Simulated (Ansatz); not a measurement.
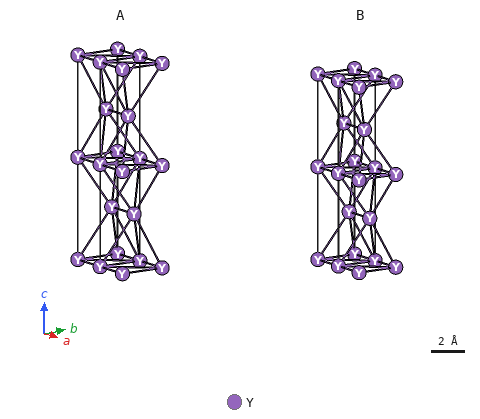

Two geometries of solid Y (a generated structure, set up in P6_3/mmc), drawn at one scale. One is the start of a relaxation, the other its converged end. A ball-and-stick model of the cell of the calculation, repeated 2 × 1 × 1 with one cell outlined, seen slightly off an axis.

All numbers below come from DFT PBE+D3(BJ), scalar-relativistic, plane waves, PAW (Ansatz 0.2.0). Settings: plane-wave cutoff 420 eV; k-point mesh 12 × 12 × 4; occupations gaussian; smearing width 0.1 eV; no spin polarisation; cell and atoms relaxed; force threshold 0.01 eV/Å; at most 60 steps.

Q: Which of the two is the end point?

A: Structure B is the relaxed one. Case: Al → Y on all its sites, cell and atoms relaxed. After 3 accepted moves (4 points after the start) the energy has fallen by 0.960 eV per cell of the calculation. All forces vanish by symmetry, so only the cell relaxes. The pressure goes from −7.01 to −0.04 GPa. At 1 point the geometry stayed and the basis and grid were re-selected for the new cell (energy shift of 0.7 meV per cell of the calculation at most each time). The atoms keep their places relative to the cell (all moves are under 0.005 Å). Cell: a = b 3.836 → 3.545 Å (−7.6 %), c 12.596 → 11.423 Å (−9.3 %). Volume −22.6 %. Near-neighbour distances that change, for instance: Y–Y 3.850 → 3.513 Å, Y–Y 3.836 → 3.545 Å. The space group stays P6_3/mmc (No. 194). The run took 15 s on 1 thread of AMD EPYC 9R45 96-Core Processor (Zen 5), with other jobs on the host, peak memory 0.57 GiB.
